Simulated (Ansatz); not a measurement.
## Geometry relaxation of HfO2 (part 1 of 2)

HfO2 (P4₂/mnm, 6 atoms in the cell), computed with DFT, PBEsol, plane waves, PAW, no spin polarisation (Ansatz 0.2.0).

The structure derives from a Materials Project entry. The geometry comes from this level: PBE.

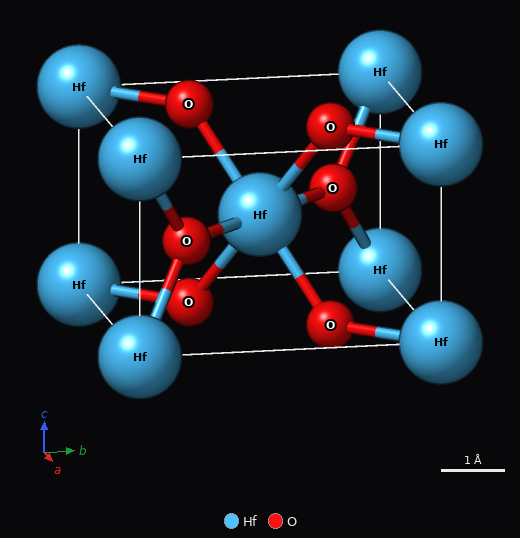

Figure 1. The structure as given in the input (ball-and-stick view of the cell of the calculation, seen slightly off an axis). An atom can appear more than once, as a periodic image. Near neighbours in the periodic cell (some may lie outside the picture): Hf has 6 O at 2.10 to 2.11 Å; O has 3 Hf at 2.10 to 2.11 Å.

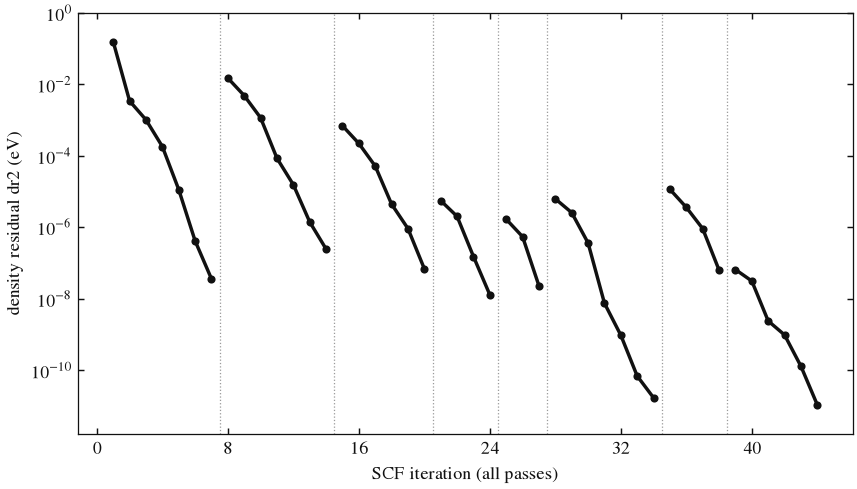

Figure 2. Convergence of the self-consistent field: density residual dr2 against the SCF iteration. The dotted lines part the SCF passes of the relaxation: geometry steps, rejected trials and re-solves on a re-selected basis. The 8 passes take 3 to 7 iterations each, 44 in all.

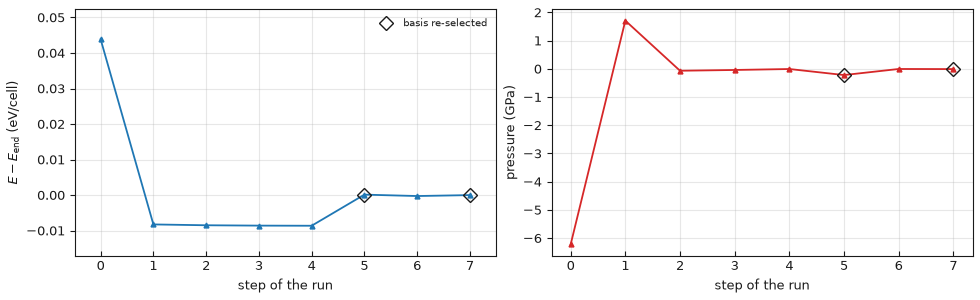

Figure 3. Progress of the relaxation, step by step (the first geometry is step 0 here and step 1 in the log).

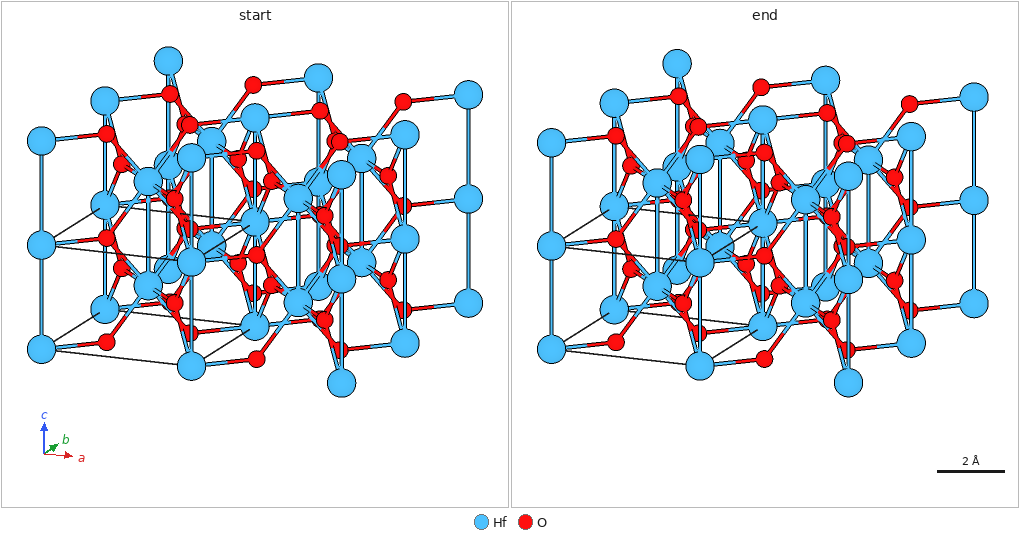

Figure 4. Before (left) and after (right) the relaxation, at one scale (ball-and-stick view of the cell of the calculation, repeated 2 × 2 × 2, seen slightly off an axis). The atoms keep their places relative to the cell (all moves are under 0.005 Å). Cell: a = b 4.880 → 4.830 Å (−1.0 %), c 3.238 → 3.210 Å (−0.9 %). Volume −2.9 %. Among the contacts that change: Hf1–Hf1 3.238 → 3.210 Å, Hf1–O4 2.106 → 2.084 Å, Hf1–O3 2.104 → 2.086 Å. The space group stays P4_2/mnm (No. 136). The energy falls by 44.1 meV per cell of the calculation in 5 geometry steps. The largest force component goes from 0.046 to under 0.0001 eV/Å. Pressure: −6.22 GPa at the start and −0.01 GPa at the end. 1 further SCF at an unchanged geometry re-selected the plane-wave basis for the new cell. The energy change given includes the shifts at the re-selections in mid-walk, which come without any move. A last SCF at the same geometry on a re-selected plane-wave basis shifts the energy by +0.3 meV per cell of the calculation. (Atoms are counted from 1 in the order of the input.)

These pictures come from the run below.

The input
```yaml
crystal:
  lattice:
    - [4.8804057189, 0.0, 0.0]
    - [0.0, 4.8804057189, 0.0]
    - [0.0, 0.0, 3.2375593328]
  atoms:
    - { symbol: Hf, position: [0.0, 0.0, 0.0] }
    - { symbol: Hf, position: [0.5, 0.5, 0.5] }
    - { symbol: O, position: [0.1948109073, 0.8051890927, 0.5] }
    - { symbol: O, position: [0.3051890927, 0.3051890927, 0.0] }
    - { symbol: O, position: [0.6948109073, 0.6948109073, 0.0] }
    - { symbol: O, position: [0.8051890927, 0.1948109073, 0.5] }
kpoints:
  mp_grid: { grid: [6, 6, 8] }
hamiltonian:
  xc: pbesol
scf:
  occupations: { method: fermi_dirac, width: 0.02 }
relax:
  f_tol: 0.005
  cell: {}
```

Launch command:
```bash
ansatz run input.yaml --threads 4 --pin off --max-ram 5529MiB --backend cpu --events-out ev --progress --plain --runs-dir out
```

The program's output
```
Engine: ansatz 0.2.0, aarch64-unknown-linux-gnu
Pseudopotentials: kind: paw
Pseudopotential: Hf, paw, valence charge 26, recommended cutoff 420 eV (normal), Hf.paw.azcp
Pseudopotential: O, paw, valence charge 6, recommended cutoff 420 eV (normal), O.paw.azcp
Functional definition: PBEsol
  exchange = pbesol_x
  correlation = pbesol_c
Crystal: 6 atoms, lattice volume = 77.113 Å³
Basis set: ecut = 420 eV, 1503 PW (Γ), exchange–correlation on 72×72×48 points (8 copies of the dense FFT grid, shifted against one another)
Bands: 46, of which v1, the nominal top of the filled ones, is band 38 counted from 1 (37 counted from 0)
Symmetry: 16 space group operations
Space group: P42/mnm (ITA 136), of the structure as read, at distance tolerance 4.3e-5 Å
k-points: 50 of 288
Non-local potential: Hf, projectors of the file, l = 0: 3, l = 1: 2, l = 2: 2, l = 3: 3
Non-local potential: O, projectors of the file, l = 0: 2, l = 1: 2, l = 2: 1
PAW form: soft (Blöchl's): semilocal exchange-correlation on the pseudo side does not see the compensation charge
PAW frozen core: Hf, regenerated for the run's functional, and the local potential with it (the file was generated under x = pbe(κ = 0.804, μ = 0.2195149727645171), c = pbe(β = 0.06672455060314922))
PAW frozen core: O, regenerated for the run's functional, and the local potential with it (the file was generated under x = pbe(κ = 0.804, μ = 0.2195149727645171), c = pbe(β = 0.06672455060314922))
PAW one-centre angular grid: Hf, 590 points (default); XC on 64 Gauss nodes
PAW one-centre angular grid: O, 110 points (default); XC on 64 Gauss nodes
Initial density: superposition of atomic densities (neutral atoms: chi_scale 0, normalization atom), corrected by the library's trained network
Initial wavefunctions: pseudopotential atomic-orbital guess
Functional: x = pbesol(κ = 0.804, μ = 0.12345679012345678), c = pbesol(β = 0.046)
SCF iter   1: F=—  HF=-33450.225396 eV  |F-HF|=—  |Δ(HF+E_count)|=         —  Δρ=1.58e-2  dr2=1.56e-1  ethr=1.77e-3  ⟨swp⟩=5.8  Hψ=7373  notcnv=0
preconditioner: auto → Resta (q_TF=auto, 2.722 Å⁻¹)  ε∞=5.1  [insulator: Δε(μ)=3.603 eV  Ē_g=17.711 eV  σ=0.020 eV  W_gap=1.00  n_scr=30 (ndim 8)  ℏωp=35.9 eV  f_vac=0.094  D(μ)=0.00/eV (n_scr^D=0)  ε∞_Penn≈5.1]
SCF iter   2: F=—  HF=-33450.187125 eV  |F-HF|=—  |Δ(HF+E_count)|=   3.83e-2  Δρ=2.81e-3  dr2=3.42e-3  ethr=2.06e-4  ⟨swp⟩=2.1  Hψ=4438  notcnv=0  defer=86
SCF iter   3: F=—  HF=-33450.186687 eV  |F-HF|=—  |Δ(HF+E_count)|=   4.38e-4  Δρ=1.32e-3  dr2=1.02e-3  ethr=4.50e-6  ⟨swp⟩=2.0  Hψ=3988  notcnv=0  defer=86
SCF iter   4: F=—  HF=-33450.186801 eV  |F-HF|=—  |Δ(HF+E_count)|=   1.13e-4  Δρ=5.02e-4  dr2=1.82e-4  ethr=1.34e-6  ⟨swp⟩=2.4  Hψ=3989  notcnv=0  defer=86
SCF iter   5: F=—  HF=-33450.186690 eV  |F-HF|=—  |Δ(HF+E_count)|=   1.11e-4  Δρ=1.39e-4  dr2=1.14e-5  ethr=2.40e-7  ⟨swp⟩=2.1  Hψ=4009  notcnv=0  defer=86
SCF iter   6: F=—  HF=-33450.186655 eV  |F-HF|=—  |Δ(HF+E_count)|=   3.43e-5  Δρ=2.49e-5  dr2=4.18e-7  ethr=1.51e-8  ⟨swp⟩=2.0  Hψ=4112  notcnv=0  defer=86
SCF iter   7: F=-33450.186655 eV  HF=-33450.186655 eV  |F-HF|=1.59e-8  |Δ(HF+E_count)|=   1.15e-7  Δρ=6.55e-6  dr2=3.60e-8  ethr=1.32e-10  ⟨swp⟩=4.9  Hψ=9191  notcnv=0
SCF 1 converged in 7 iterations: F = -33450.186655 eV  dr2 = 3.60e-8
  greatest PAW one-centre occupation: 0.999 electrons in one spin orbital (limit 2), on the Hf atom at site 0 (counted from 0), in its partial waves of l = 3
relax step   1: F+E_penalty+E_count = -33450.18665545 eV  Δ(F+E_penalty+E_count) = +0.000e0 eV  max|allowed force component| = 4.598e-2 eV/Å  Δτ_max = 0.0000 Å  P = -6.222 GPa  Ω = 77.113 Å³  (7 SCF iters, dr2 threshold 1.00e-7 eV, accepted)
Crystal: 6 atoms, lattice volume = 74.435 Å³
Basis set: ecut = 420 eV, 1439 PW (Γ), exchange–correlation on 72×72×48 points (8 copies of the dense FFT grid, shifted against one another)
Initial density: handed on by an earlier stage of this run
Initial wavefunctions: those handed on with the density
iter 1 solved again at ethr=1.80e-5 eV; its pass at ethr=3.10e-3 eV (dr2=1.37e-2 eV) is discarded
SCF iter   1: F=—  HF=-33450.244360 eV  |F-HF|=—  |Δ(HF+E_count)|=         —  Δρ=4.36e-3  dr2=1.50e-2  ethr=1.80e-5  ⟨swp⟩=2.2  Hψ=10481  notcnv=0
preconditioner: auto → Resta (q_TF=auto, 2.738 Å⁻¹)  ε∞=5.1  [insulator: Δε(μ)=3.890 eV  Ē_g=17.930 eV  σ=0.020 eV  W_gap=1.00  n_scr=30 (ndim 8)  ℏωp=36.5 eV  f_vac=0.077  D(μ)=0.00/eV (n_scr^D=0)  ε∞_Penn≈5.1]
SCF iter   2: F=—  HF=-33450.240607 eV  |F-HF|=—  |Δ(HF+E_count)|=   3.75e-3  Δρ=1.97e-3  dr2=4.84e-3  ethr=1.80e-5  ⟨swp⟩=2.0  Hψ=3299  notcnv=0
SCF iter   3: F=—  HF=-33450.239077 eV  |F-HF|=—  |Δ(HF+E_count)|=   1.53e-3  Δρ=1.09e-3  dr2=1.16e-3  ethr=6.37e-6  ⟨swp⟩=2.0  Hψ=3290  notcnv=0
SCF iter   4: F=—  HF=-33450.238743 eV  |F-HF|=—  |Δ(HF+E_count)|=   3.34e-4  Δρ=3.10e-4  dr2=8.55e-5  ethr=1.52e-6  ⟨swp⟩=2.0  Hψ=4091  notcnv=0
SCF iter   5: F=—  HF=-33450.238788 eV  |F-HF|=—  |Δ(HF+E_count)|=   4.53e-5  Δρ=1.51e-4  dr2=1.55e-5  ethr=1.13e-7  ⟨swp⟩=2.0  Hψ=3748  notcnv=0
SCF iter   6: F=—  HF=-33450.238770 eV  |F-HF|=—  |Δ(HF+E_count)|=   1.82e-5  Δρ=5.23e-5  dr2=1.41e-6  ethr=2.05e-8  ⟨swp⟩=2.1  Hψ=4219  notcnv=0
SCF iter   7: F=-33450.238772 eV  HF=-33450.238771 eV  |F-HF|=1.90e-7  |Δ(HF+E_count)|=   1.36e-6  Δρ=1.68e-5  dr2=2.46e-7  ethr=7.89e-10  ⟨swp⟩=4.3  Hψ=8355  notcnv=0
SCF 2 converged in 7 iterations: F = -33450.238772 eV  dr2 = 2.46e-7
  greatest PAW one-centre occupation: 0.999 electrons in one spin orbital (limit 2), on the Hf atom at site 1 (counted from 0), in its partial waves of l = 3
relax step   2: F+E_penalty+E_count = -33450.23877153 eV  Δ(F+E_penalty+E_count) = -5.212e-2 eV  max|allowed force component| = 2.040e-2 eV/Å  Δτ_max = 0.0010 Å  P = +1.709 GPa  Ω = 74.435 Å³  energy of the carried Pulay correction = +1.261e-2 eV  (7 SCF iters, dr2 threshold 6.00e-7 eV, accepted)
Crystal: 6 atoms, lattice volume = 74.981 Å³
Basis set: ecut = 420 eV, 1455 PW (Γ), exchange–correlation on 72×72×48 points (8 copies of the dense FFT grid, shifted against one another)
iter 1 solved again at ethr=1.39e-6 eV; its pass at ethr=3.10e-3 eV (dr2=1.06e-3 eV) is discarded
SCF iter   1: F=—  HF=-33450.239294 eV  |F-HF|=—  |Δ(HF+E_count)|=         —  Δρ=9.34e-4  dr2=6.93e-4  ethr=1.39e-6  ⟨swp⟩=2.0  Hψ=10576  notcnv=0
preconditioner: auto → Resta (q_TF=auto, 2.734 Å⁻¹)  ε∞=5.1  [insulator: Δε(μ)=3.901 eV  Ē_g=17.864 eV  σ=0.020 eV  W_gap=1.00  n_scr=30 (ndim 8)  ℏωp=36.4 eV  f_vac=0.089  D(μ)=0.00/eV (n_scr^D=0)  ε∞_Penn≈5.1]
SCF iter   2: F=—  HF=-33450.239120 eV  |F-HF|=—  |Δ(HF+E_count)|=   1.74e-4  Δρ=4.22e-4  dr2=2.22e-4  ethr=9.12e-7  ⟨swp⟩=2.0  Hψ=2896  notcnv=0
SCF iter   3: F=—  HF=-33450.239021 eV  |F-HF|=—  |Δ(HF+E_count)|=   9.85e-5  Δρ=2.30e-4  dr2=5.16e-5  ethr=2.92e-7  ⟨swp⟩=2.6  Hψ=3975  notcnv=0
SCF iter   4: F=—  HF=-33450.239005 eV  |F-HF|=—  |Δ(HF+E_count)|=   1.64e-5  Δρ=6.99e-5  dr2=4.44e-6  ethr=6.78e-8  ⟨swp⟩=2.0  Hψ=4120  notcnv=0
SCF iter   5: F=—  HF=-33450.239008 eV  |F-HF|=—  |Δ(HF+E_count)|=   2.67e-6  Δρ=3.63e-5  dr2=9.19e-7  ethr=5.84e-9  ⟨swp⟩=2.0  Hψ=3712  notcnv=0
SCF iter   6: F=-33450.239007 eV  HF=-33450.239007 eV  |F-HF|=2.10e-8  |Δ(HF+E_count)|=   7.12e-7  Δρ=1.07e-5  dr2=6.90e-8  ethr=7.89e-10  ⟨swp⟩=4.9  Hψ=8922  notcnv=0
SCF 3 converged in 6 iterations: F = -33450.239007 eV  dr2 = 6.90e-8
relax step   3: F+E_penalty+E_count = -33450.23900691 eV  Δ(F+E_penalty+E_count) = -2.354e-4 eV  max|allowed force component| = 1.032e-2 eV/Å  Δτ_max = 0.0008 Å  P = -0.067 GPa  Ω = 74.981 Å³  energy of the carried Pulay correction = +1.000e-2 eV  (6 SCF iters, dr2 threshold 6.00e-7 eV, accepted)
Crystal: 6 atoms, lattice volume = 74.966 Å³
iter 1 solved again at ethr=8.13e-9 eV; its pass at ethr=3.10e-3 eV (dr2=6.18e-6 eV) is discarded
SCF iter   1: F=—  HF=-33450.239132 eV  |F-HF|=—  |Δ(HF+E_count)|=         —  Δρ=1.03e-4  dr2=5.56e-6  ethr=8.13e-9  ⟨swp⟩=2.0  Hψ=10046  notcnv=0
preconditioner: auto → Resta (q_TF=auto, 2.735 Å⁻¹)  ε∞=5.1  [insulator: Δε(μ)=3.889 eV  Ē_g=17.871 eV  σ=0.020 eV  W_gap=1.00  n_scr=30 (ndim 8)  ℏωp=36.4 eV  f_vac=0.088  D(μ)=0.00/eV (n_scr^D=0)  ε∞_Penn≈5.1]
SCF iter   2: F=—  HF=-33450.239107 eV  |F-HF|=—  |Δ(HF+E_count)|=   2.53e-5  Δρ=5.97e-5  dr2=2.02e-6  ethr=7.31e-9  ⟨swp⟩=1.0  Hψ=2300  notcnv=0
SCF iter   3: F=—  HF=-33450.239107 eV  |F-HF|=—  |Δ(HF+E_count)|=   3.03e-7  Δρ=1.50e-5  dr2=1.52e-7  ethr=2.66e-9  ⟨swp⟩=2.1  Hψ=3679  notcnv=0
SCF iter   4: F=-33450.239106 eV  HF=-33450.239106 eV  |F-HF|=2.28e-9  |Δ(HF+E_count)|=   1.50e-7  Δρ=5.05e-6  dr2=1.29e-8  ethr=5.09e-11  ⟨swp⟩=4.9  Hψ=9408  notcnv=0
SCF 4 converged in 4 iterations: F = -33450.239106 eV  dr2 = 1.29e-8
relax step   4: F+E_penalty+E_count = -33450.23910646 eV  Δ(F+E_penalty+E_count) = -9.955e-5 eV  max|allowed force component| = 4.620e-3 eV/Å  Δτ_max = 0.0010 Å  P = -0.040 GPa  Ω = 74.966 Å³  energy of the carried Pulay correction = +1.007e-2 eV  (4 SCF iters, dr2 threshold 3.86e-8 eV, accepted)
Crystal: 6 atoms, lattice volume = 74.960 Å³
iter 1 solved again at ethr=1.88e-9 eV; its pass at ethr=3.10e-3 eV (dr2=1.43e-6 eV) is discarded
```
